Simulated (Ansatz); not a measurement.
**A defect in a wire: armchair SiC nanoribbon (N = 5, H edges), Stone-Wales bond rotation**

What does the defect do to the conductance?

Main program and level: Ansatz 0.2.0; DFT PBE, plane waves, PAW; relaxation of a wire's period, in the first sound run; inputs show where later runs differ.

## Step 1: The structure

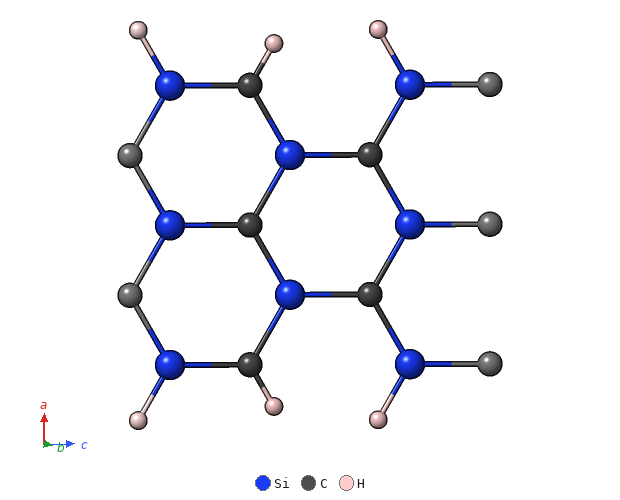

The starting structure, seen from the side, with the c axis across the page (silicon blue, carbon dark grey, hydrogen pink). Some periodic images of atoms are drawn too.

The cell holds 14 atoms: 5 Si, 5 C and 4 H. Its edges and angles: a = 15.660 Å, b = 7.000 Å, c = 5.370 Å, α = 90.0°, β = 90.0°, γ = 90.0°. Vacuum lies along a and b. The structure's axis is c.

## Step 2: Relaxing the period

Band widths follow the bond lengths, so the wire is relaxed first. The atoms and the third cell vector are free; the box across stays fixed as vacuum. A Fermi-Dirac smearing is set since the result may be a metal. The pressure printed is a third of the stress's trace over the whole box, vacuum included; only the stress along the axis is relaxed.

Contents of input.yaml:

```yaml
crystal:
  lattice:
    - [15.66, 0.0, 0.0]
    - [0.0, 7.0, 0.0]
    - [0.0, 0.0, 5.37]
  atoms:
    - { symbol: Si, position: [0.302027846, 0.5, 0.0] }
    - { symbol: Si, position: [0.500008111, 0.5, 0.0] }
    - { symbol: Si, position: [0.697988376, 0.5, 0.0] }
    - { symbol: C, position: [0.302027846, 0.5, 0.333333333] }
    - { symbol: C, position: [0.500008111, 0.5, 0.333333333] }
    - { symbol: C, position: [0.697988376, 0.5, 0.333333333] }
    - { symbol: H, position: [0.242854974, 0.5, 0.432960894] }
    - { symbol: H, position: [0.757161248, 0.5, 0.432960894] }
    - { symbol: Si, position: [0.401017979, 0.5, 0.5] }
    - { symbol: Si, position: [0.598998243, 0.5, 0.5] }
    - { symbol: C, position: [0.401017979, 0.5, 0.833333333] }
    - { symbol: C, position: [0.598998243, 0.5, 0.833333333] }
    - { symbol: H, position: [0.223499361, 0.5, 0.867783985] }
    - { symbol: H, position: [0.776516861, 0.5, 0.867783985] }
kpoints:
  mp_grid: { grid: [1, 1, 15] }
scf:
  occupations: { method: fermi_dirac, width: 0.05 }
hamiltonian:
  xc: pbe
relax:
  cell: { fix: [a, b, alpha, beta, gamma] }
  max_steps: 60
```

On the command line:

```console
> ansatz run input.yaml --threads 4 --pin off --max-ram 16384MiB --backend cpu --events-out ev --progress --plain --runs-dir out
```

Numbers of over 12 decimals in the logs are rounded to 6 here.

The log of the run:

```text
Engine: ansatz 0.2.0, aarch64-unknown-linux-gnu
Pseudopotentials: kind: paw
Pseudopotential: Si, paw, valence charge 4, recommended cutoff 420 eV (normal), Si.paw.azcp
Pseudopotential: C, paw, valence charge 4, recommended cutoff 420 eV (normal), C.paw.azcp
Pseudopotential: H, paw, valence charge 1, recommended cutoff 420 eV (normal), H.paw.azcp
Functional definition: PBE
  parameter kappa = 0.804
  parameter beta = 0.066725
  exchange = pbe_x(kappa = kappa, mu = beta*pi^2/3)
  correlation = pbe_c(beta = beta)
Crystal: 14 atoms, lattice volume = 588.659 Å³
Basis set: ecut = 420 eV, 11459 PW (Γ), exchange–correlation on 216×96×72 points (8 copies of the dense FFT grid, shifted against one another)
Bands: 36, of which v1, the nominal top of the filled ones, is band 22 counted from 1 (21 counted from 0)
Symmetry: 4 space group operations
Space group: Pmm2 (ITA 25), of the structure as read, at distance tolerance 8.4e-5 Å
k-points: 8 of 15 (time reversal used)
Non-local potential: Si, projectors of the file, l = 0: 2, l = 1: 2, l = 2: 2
Non-local potential: C, projectors of the file, l = 0: 2, l = 1: 2, l = 2: 1
Non-local potential: H, projectors of the file, l = 0: 2, l = 1: 1
PAW form: soft (Blöchl's): semilocal exchange-correlation on the pseudo side does not see the compensation charge
PAW one-centre angular grid: Si, 110 points (default); XC on 64 Gauss nodes
PAW one-centre angular grid: C, 110 points (default); XC on 64 Gauss nodes
PAW one-centre angular grid: H, 110 points (default); XC on 64 Gauss nodes
Initial density: superposition of atomic densities (neutral atoms: chi_scale 0, normalization atom), corrected by the library's trained network
Initial wavefunctions: pseudopotential atomic-orbital guess
Functional: x = pbe(κ = 0.804, μ = 0.219515), c = pbe(β = 0.066725)
SCF iter   1: F=—  HF=-4492.993375 eV  |F-HF|=—  |Δ(HF+E_count)|=         —  Δρ=1.92e-3  dr2=3.52e-2  ethr=1.77e-3  ⟨swp⟩=9.4  Hψ=1848  notcnv=0  defer=8
preconditioner: auto → Resta (q_TF=auto, 1.771 Å⁻¹)  ε∞=2.0  [insulator: Δε(μ)=2.092 eV  Ē_g=10.112 eV  σ=0.050 eV  W_gap=1.00  n_scr=56 (ndim 8)  ℏωp=10.2 eV  f_vac=0.586  D(μ)=0.00/eV (n_scr^D=0)  ε∞_Penn≈2.0  vacuum switching on, ρ_ref=7.4e-3 e/Å³]
SCF iter   2: F=—  HF=-4493.002712 eV  |F-HF|=—  |Δ(HF+E_count)|=   9.34e-3  Δρ=1.06e-3  dr2=7.65e-3  ethr=7.99e-5  ⟨swp⟩=2.1  Hψ=510  notcnv=0  defer=56
SCF iter   3: F=—  HF=-4493.007459 eV  |F-HF|=—  |Δ(HF+E_count)|=   4.75e-3  Δρ=4.95e-4  dr2=2.42e-3  ethr=1.74e-5  ⟨swp⟩=2.1  Hψ=453  notcnv=0  defer=56
SCF iter   4: F=—  HF=-4493.008132 eV  |F-HF|=—  |Δ(HF+E_count)|=   6.73e-4  Δρ=1.48e-4  dr2=2.83e-4  ethr=5.50e-6  ⟨swp⟩=2.1  Hψ=440  notcnv=0  defer=56
SCF iter   5: F=—  HF=-4493.008096 eV  |F-HF|=—  |Δ(HF+E_count)|=   3.56e-5  Δρ=5.73e-5  dr2=1.92e-5  ethr=6.43e-7  ⟨swp⟩=2.0  Hψ=362  notcnv=0  defer=56
SCF iter   6: F=—  HF=-4493.008646 eV  |F-HF|=—  |Δ(HF+E_count)|=   5.50e-4  Δρ=2.34e-5  dr2=4.94e-6  ethr=4.37e-8  ⟨swp⟩=2.0  Hψ=460  notcnv=0  defer=56
SCF iter   7: F=—  HF=-4493.008647 eV  |F-HF|=—  |Δ(HF+E_count)|=   6.20e-7  Δρ=5.39e-6  dr2=1.44e-7  ethr=1.12e-8  ⟨swp⟩=2.2  Hψ=397  notcnv=0  defer=56
SCF iter   8: F=-4493.008647 eV  HF=-4493.008647 eV  |F-HF|=1.33e-9  |Δ(HF+E_count)|=   2.43e-7  Δρ=1.90e-6  dr2=2.62e-8  ethr=2.27e-10  ⟨swp⟩=5.0  Hψ=979  notcnv=0
SCF 1 converged in 8 iterations: F = -4493.008647 eV  dr2 = 2.62e-8
  greatest PAW one-centre occupation: 0.652 electrons in one spin orbital (limit 2), on the C atom at site 5 (counted from 0), in its partial waves of l = 0
relax step   1: F+E_penalty+E_count = -4493.00864681 eV  Δ(F+E_penalty+E_count) = +0.000e0 eV  max|allowed force component| = 1.876e0 eV/Å  Δτ_max = 0.0000 Å  P = +0.129 GPa  Ω = 588.659 Å³  fix = [a, b, alpha, beta, gamma]  reactions: a +0.404, b +0.287 GPa  (8 SCF iters, dr2 threshold 1.00e-7 eV, accepted)
Crystal: 14 atoms, lattice volume = 591.511 Å³
Basis set: ecut = 420 eV, 11565 PW (Γ), exchange–correlation on 216×96×72 points (8 copies of the dense FFT grid, shifted against one another)
Initial density: handed on by an earlier stage of this run
Initial wavefunctions: those handed on with the density
iter 1 solved again at ethr=5.86e-5 eV; its pass at ethr=3.10e-3 eV (dr2=2.58e-2 eV) is discarded
SCF iter   1: F=—  HF=-4493.187280 eV  |F-HF|=—  |Δ(HF+E_count)|=         —  Δρ=2.52e-3  dr2=2.58e-2  ethr=5.86e-5  ⟨swp⟩=3.4  Hψ=1571  notcnv=0
preconditioner: auto → Resta (q_TF=auto, 1.769 Å⁻¹)  ε∞=2.0  [insulator: Δε(μ)=2.143 eV  Ē_g=10.097 eV  σ=0.050 eV  W_gap=1.00  n_scr=56 (ndim 8)  ℏωp=10.1 eV  f_vac=0.589  D(μ)=0.00/eV (n_scr^D=0)  ε∞_Penn≈2.0  vacuum switching on, ρ_ref=7.4e-3 e/Å³]
SCF iter   2: F=—  HF=-4493.182135 eV  |F-HF|=—  |Δ(HF+E_count)|=   5.14e-3  Δρ=1.13e-3  dr2=4.97e-3  ethr=5.86e-5  ⟨swp⟩=2.6  Hψ=451  notcnv=0
SCF iter   3: F=—  HF=-4493.181756 eV  |F-HF|=—  |Δ(HF+E_count)|=   3.79e-4  Δρ=4.12e-4  dr2=1.33e-3  ethr=1.13e-5  ⟨swp⟩=2.5  Hψ=474  notcnv=0
SCF iter   4: F=—  HF=-4493.182101 eV  |F-HF|=—  |Δ(HF+E_count)|=   3.45e-4  Δρ=1.06e-4  dr2=8.55e-5  ethr=3.02e-6  ⟨swp⟩=2.0  Hψ=433  notcnv=0
SCF iter   5: F=—  HF=-4493.182101 eV  |F-HF|=—  |Δ(HF+E_count)|=   3.77e-7  Δρ=2.97e-5  dr2=5.42e-6  ethr=1.94e-7  ⟨swp⟩=2.5  Hψ=468  notcnv=0
SCF iter   6: F=-4493.182102 eV  HF=-4493.182102 eV  |F-HF|=3.49e-7  |Δ(HF+E_count)|=   1.52e-6  Δρ=1.25e-5  dr2=1.13e-6  ethr=3.18e-9  ⟨swp⟩=5.0  Hψ=973  notcnv=0
SCF 2 converged in 6 iterations: F = -4493.182102 eV  dr2 = 1.13e-6
relax step   2: F+E_penalty+E_count = -4493.18210198 eV  Δ(F+E_penalty+E_count) = -1.735e-1 eV  max|allowed force component| = 7.570e-1 eV/Å  Δτ_max = 0.0482 Å  P = +0.032 GPa  Ω = 591.511 Å³  energy of the carried Pulay correction = -1.109e-3 eV  fix = [a, b, alpha, beta, gamma]  reactions: a +0.140, b +0.278 GPa  (6 SCF iters, dr2 threshold 1.40e-6 eV, accepted)
Crystal: 14 atoms, lattice volume = 592.112 Å³
Basis set: ecut = 420 eV, 11581 PW (Γ), exchange–correlation on 216×96×72 points (8 copies of the dense FFT grid, shifted against one another)
iter 1 solved again at ethr=3.51e-5 eV; its pass at ethr=3.10e-3 eV (dr2=1.55e-2 eV) is discarded
SCF iter   1: F=—  HF=-4493.217028 eV  |F-HF|=—  |Δ(HF+E_count)|=         —  Δρ=1.75e-3  dr2=1.54e-2  ethr=3.51e-5  ⟨swp⟩=3.0  Hψ=1296  notcnv=0
preconditioner: auto → Resta (q_TF=auto, 1.769 Å⁻¹)  ε∞=2.0  [insulator: Δε(μ)=2.211 eV  Ē_g=10.127 eV  σ=0.050 eV  W_gap=1.00  n_scr=56 (ndim 8)  ℏωp=10.1 eV  f_vac=0.589  D(μ)=0.00/eV (n_scr^D=0)  ε∞_Penn≈2.0  vacuum switching on, ρ_ref=7.4e-3 e/Å³]
SCF iter   2: F=—  HF=-4493.213610 eV  |F-HF|=—  |Δ(HF+E_count)|=   3.42e-3  Δρ=7.03e-4  dr2=2.38e-3  ethr=3.50e-5  ⟨swp⟩=2.0  Hψ=410  notcnv=0
SCF iter   3: F=—  HF=-4493.213359 eV  |F-HF|=—  |Δ(HF+E_count)|=   2.51e-4  Δρ=3.46e-4  dr2=6.17e-4  ethr=5.40e-6  ⟨swp⟩=2.1  Hψ=417  notcnv=0
SCF iter   4: F=—  HF=-4493.213856 eV  |F-HF|=—  |Δ(HF+E_count)|=   4.97e-4  Δρ=9.13e-5  dr2=4.24e-5  ethr=1.40e-6  ⟨swp⟩=2.1  Hψ=432  notcnv=0
SCF iter   5: F=—  HF=-4493.213860 eV  |F-HF|=—  |Δ(HF+E_count)|=   4.20e-6  Δρ=2.38e-5  dr2=4.01e-6  ethr=9.64e-8  ⟨swp⟩=2.9  Hψ=513  notcnv=0
SCF iter   6: F=-4493.213860 eV  HF=-4493.213860 eV  |F-HF|=2.77e-8  |Δ(HF+E_count)|=   2.16e-8  Δρ=7.68e-6  dr2=3.55e-7  ethr=3.18e-9  ⟨swp⟩=5.0  Hψ=961  notcnv=0
SCF 3 converged in 6 iterations: F = -4493.213860 eV  dr2 = 3.55e-7
  greatest PAW one-centre occupation: 0.654 electrons in one spin orbital (limit 2), on the C atom at site 3 (counted from 0), in its partial waves of l = 0
relax step   3: F+E_penalty+E_count = -4493.21386047 eV  Δ(F+E_penalty+E_count) = -3.176e-2 eV  max|allowed force component| = 6.136e-2 eV/Å  Δτ_max = 0.0246 Å  P = +0.124 GPa  Ω = 592.112 Å³  energy of the carried Pulay correction = -1.341e-3 eV  fix = [a, b, alpha, beta, gamma]  reactions: a +0.040, b +0.273 GPa  (6 SCF iters, dr2 threshold 1.40e-6 eV, accepted)
[...]
relax step   4: F+E_penalty+E_count = -4493.21409941 eV  Δ(F+E_penalty+E_count) = -2.389e-4 eV  max|allowed force component| = 2.701e-2 eV/Å  Δτ_max = 0.0083 Å  P = +0.073 GPa  Ω = 592.293 Å³  energy of the carried Pulay correction = -1.411e-3 eV  fix = [a, b, alpha, beta, gamma]  reactions: a -0.036, b +0.273 GPa  (5 SCF iters, dr2 threshold 2.35e-7 eV, accepted)
[...]
relax step   5: F+E_penalty+E_count = -4493.21424205 eV  Δ(F+E_penalty+E_count) = -1.426e-4 eV  max|allowed force component| = 2.107e-3 eV/Å  Δτ_max = 0.0043 Å  P = +0.093 GPa  Ω = 592.260 Å³  energy of the carried Pulay correction = -1.398e-3 eV  fix = [a, b, alpha, beta, gamma]  reactions: a +0.005, b +0.273 GPa  (5 SCF iters, dr2 threshold 4.56e-8 eV, accepted)
Basis set: ecut = 420 eV, 11585 PW (Γ), exchange–correlation on 216×96×80 points (8 copies of the dense FFT grid, shifted against one another)
Initial wavefunctions: pseudopotential atomic-orbital guess (no wavefunctions were taken with the density)
iter 1 solved again at ethr=1.89e-6 eV; its pass at ethr=3.10e-3 eV (dr2=8.31e-4 eV) is discarded
SCF iter   1: F=—  HF=-4493.215099 eV  |F-HF|=—  |Δ(HF+E_count)|=         —  Δρ=2.80e-5  dr2=2.74e-7  ethr=1.89e-6  ⟨swp⟩=4.1  Hψ=2586  notcnv=0
eigensolver tolerance schedule: the retry pair's looser diagonalisation over-reported the residual by 3029.71 of it (diagonalisation noise at an unbounded share of the residual, at the tolerance the schedule requests for it); recorded, not acted on — ethr = c·dr2/N_el stays at c = 1.0e-1
preconditioner: auto → Resta (q_TF=auto, 1.769 Å⁻¹)  ε∞=2.0  [insulator: Δε(μ)=2.196 eV  Ē_g=10.122 eV  σ=0.050 eV  W_gap=1.00  n_scr=56 (ndim 8)  ℏωp=10.1 eV  f_vac=0.588  D(μ)=0.00/eV (n_scr^D=0)  ε∞_Penn≈2.0  vacuum switching on, ρ_ref=7.4e-3 e/Å³]
SCF iter   2: F=—  HF=-4493.215563 eV  |F-HF|=—  |Δ(HF+E_count)|=   4.65e-4  Δρ=1.41e-5  dr2=6.35e-8  ethr=6.23e-10  ⟨swp⟩=3.6  Hψ=638  notcnv=0
SCF iter   3: F=—  HF=-4493.215722 eV  |F-HF|=—  |Δ(HF+E_count)|=   1.59e-4  Δρ=2.59e-6  dr2=1.16e-8  ethr=1.44e-10  ⟨swp⟩=2.5  Hψ=468  notcnv=0
SCF iter   4: F=—  HF=-4493.215730 eV  |F-HF|=—  |Δ(HF+E_count)|=   7.76e-6  Δρ=3.89e-7  dr2=1.48e-9  ethr=2.63e-11  ⟨swp⟩=2.0  Hψ=464  notcnv=0
SCF iter   5: F=—  HF=-4493.215730 eV  |F-HF|=—  |Δ(HF+E_count)|=   1.22e-9  Δρ=1.51e-7  dr2=1.61e-10  ethr=3.36e-12  ⟨swp⟩=2.0  Hψ=453  notcnv=0
SCF iter   6: F=-4493.215730 eV  HF=-4493.215730 eV  |F-HF|=9.78e-10  |Δ(HF+E_count)|=   8.77e-9  Δρ=6.93e-8  dr2=4.07e-11  ethr=1.00e-12  ⟨swp⟩=5.0  Hψ=915  notcnv=0
SCF 6 converged in 6 iterations: F = -4493.215730 eV  dr2 = 4.07e-11
relax step   6: F+E_penalty+E_count = -4493.21572980 eV  Δ(F+E_penalty+E_count) = -1.488e-3 eV  max|allowed force component| = 2.462e-3 eV/Å  Δτ_max = 0.0000 Å  P = +0.095 GPa  Ω = 592.260 Å³  fix = [a, b, alpha, beta, gamma]  reactions: a +0.003, b +0.276 GPa  stress off target by 5.28e-3 GPa on what of the cell is left free  SCF on the basis re-selected at this cell (its energy is not comparable with the rows above)  (6 SCF iters)
basis re-selected at this cell: Δ(F+E_penalty+E_count) = -1.488e-3 eV, ΔP = +0.002 GPa vs the last step (what re-selecting the basis moved, of the pressure what is left beyond the Pulay correction that the steps carried, after the strain that the cell walked since its last selection, with what the two solves' SCF thresholds leave and, on support functions, any second-order correction that the steps lacked; it is no measure of the basis error at this ecutwfc). The dense FFT grid was sized anew with the basis: this SCF ran on 108×48×40 points, the steps before it on 108×48×36, so part of this shift can come from that change (see relax.cell in the input reference). [rest of the remark cut]
SCF converged after 6 iterations
Free energy (F): -4493.215730 eV
Harris-Foulkes:  -4493.215730 eV  (|F-HF|=9.78e-10)
Internal energy: -4493.215730 eV  (E = F + TS)
E sigma→0 (E₀):  -4493.215730 eV
Fermi energy:    -1.043055 eV
--- Per-component energies (eV) ---
  E_band       = -343.184805
  E_kinetic    = 708.647221
  E_local      = -5289.217820  (includes V_loc(G=0)·N_el)
  E_nonlocal   = 270.885120
  E_hartree    = 2295.132297
  E_xc         = -550.848833
  E_vxc        = -575.273801  (∫ρ·V_xc dr)
  E_paw        = -3062.518464  (= ΣΔE_a)
  E_vpaw       = -48.485043  (= ΣTr[D̂ρ^β])
  E_aug_tail   = -0.005101  (compensation charges beyond the density's cutoff)
  E_ewald      = 1134.709851
  E_smearing   = -0.000000  (= −TS)
  E_closure    = -0.000000  (closes the sum)
  Σ components = -4493.215730   (vs F -4493.215730, Δ=0.00e0)
--- Forces (eV/Å), atoms counted from 1 ---
  atom   1  Si     0.00161586     0.00000000     0.00113667
  atom   2  Si     0.00000000     0.00000000     0.00044676
  atom   3  Si    -0.00161586     0.00000000     0.00113667
  atom   4  C     -0.00246232     0.00000000     0.00064367
  atom   5  C      0.00000000     0.00000000    -0.00075288
  atom   6  C      0.00246232     0.00000000     0.00064367
  atom   7  H      0.00071101     0.00000000     0.00003123
  atom   8  H     -0.00071101     0.00000000     0.00003123
  atom   9  Si    -0.00013627     0.00000000    -0.00206265
  atom  10  Si     0.00013627     0.00000000    -0.00206265
  atom  11  C     -0.00056263     0.00000000     0.00111232
  atom  12  C      0.00056263     0.00000000     0.00111232
  atom  13  H     -0.00116590     0.00000000    -0.00070683
  atom  14  H      0.00116590     0.00000000    -0.00070683
  max |Σ_I F_I| component: 2.68e-6 eV/Å
--- Stress (GPa, compression-positive) ---
        0.002858       0.000000       0.000000
        0.000000       0.275664       0.000000
        0.000000       0.000000       0.005281
  P = ⅓ Tr σ = 0.0946 GPa (0.946 kbar)
--- Relaxed structure (5 steps of the walk, 5 accepted, 1 SCFs on fresh bases) ---
  F+E_penalty+E_count = -4493.21572980 eV   max|allowed force component| = 2.462e-3 eV/Å   (the final SCF, on the basis selected at the relaxed cell)
  cell:  # Å, volume = 592.2595 Å³
    - [15.66, 0.0, 0.0]
    - [0.0, 7.0, 0.0]
    - [0.0, 0.0, 5.402842]
  atoms:
    - { symbol: Si, position: [0.305840, 0.5, 0.00767606] }
    - { symbol: Si, position: [0.500008111, 0.5, 0.000966042] }
    - { symbol: Si, position: [0.694177, 0.5, 0.00767606] }
    - { symbol: C, position: [0.303636, 0.5, 0.330670] }
    - { symbol: C, position: [0.500008111, 0.5, 0.332718] }
    - { symbol: C, position: [0.696381, 0.5, 0.330670] }
    - { symbol: H, position: [0.242224, 0.5, 0.425996] }
    - { symbol: H, position: [0.757792, 0.5, 0.425996] }
    - { symbol: Si, position: [0.400863, 0.5, 0.499696] }
    - { symbol: Si, position: [0.599153, 0.5, 0.499696] }
    - { symbol: C, position: [0.401598, 0.5, 0.831961] }
    - { symbol: C, position: [0.598418, 0.5, 0.831961] }
    - { symbol: H, position: [0.223021, 0.5, 0.871237] }
    - { symbol: H, position: [0.776995, 0.5, 0.871237] }
```

The job ended after 18 s (4 threads of Arm Neoverse V2, shared host; peak memory 0.85 GiB).

The steps of the relaxation:

```csv
step,energy less that of the first step (eV),largest force component (eV/Å),pressure (GPa),volume (Å³)
1,0.0000,1.8757,0.13,588.66
2,-0.1735,0.7570,0.03,591.51
3,-0.2052,0.0614,0.12,592.11
4,-0.2055,0.0270,0.07,592.29
5,-0.2056,0.0021,0.09,592.26
6*,-0.2071,0.0025,0.09,592.26
```

Relaxation steps marked * repeat the geometry before them on a plane-wave basis chosen anew for their cell, so energy and pressure can jump there.

Forces are held to the 4 operations that the run works with; a distortion that breaks them can't arise in this run.

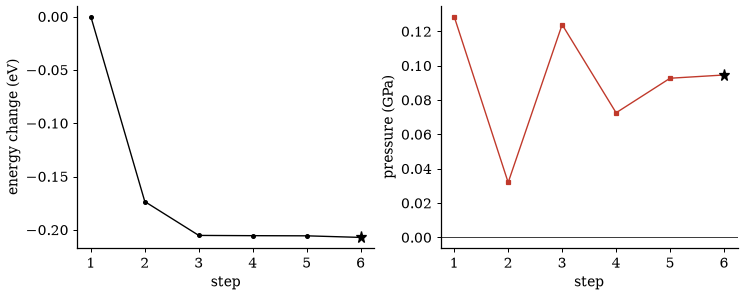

Energy and pressure along the relaxation. Stars mark steps on a basis chosen anew.

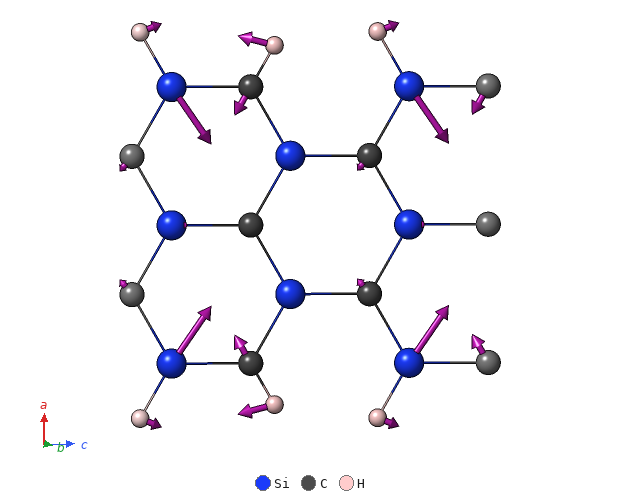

Displacements in the relaxation, exaggerated, measured against the changing cell; the longest in the cell stands for 0.07 Å. Some periodic images of atoms are drawn too.

```csv
cell as run,before,after,change
c (Å),5.370,5.403,+0.6 %
```

The atoms that moved most (Å, along periodic axes as changes of fractional coordinates times the final cell, across vacuum about the mean position):

| atom | dx | dy | dz | length |
| --- | --- | --- | --- | --- |
| Si3 | -0.060 | 0.000 | 0.041 | 0.073 |
| Si1 | 0.060 | 0.000 | 0.041 | 0.073 |
| H7 | -0.010 | 0.000 | -0.038 | 0.039 |
| H8 | 0.010 | 0.000 | -0.038 | 0.039 |
| C4 | 0.025 | 0.000 | -0.014 | 0.029 |
| C6 | -0.025 | 0.000 | -0.014 | 0.029 |
| H14 | 0.007 | 0.000 | 0.019 | 0.020 |
| H13 | -0.007 | 0.000 | 0.019 | 0.020 |

This step gave:

```
cell length along the wire : 5.403 Å
```

The cell's length comes to 5.403 Å with spin left out.

[end of part 1 of 4]

[Logs are printed without paths, hosts, clocks, repeated set-up lines and the standing remarks that a program may print on its own settings, such as how far it seeks lower states.]

[Hosts, paths, dates, database ids (printed as entryN), source tags and the programs' standing remarks are cut or masked in the printed files.]
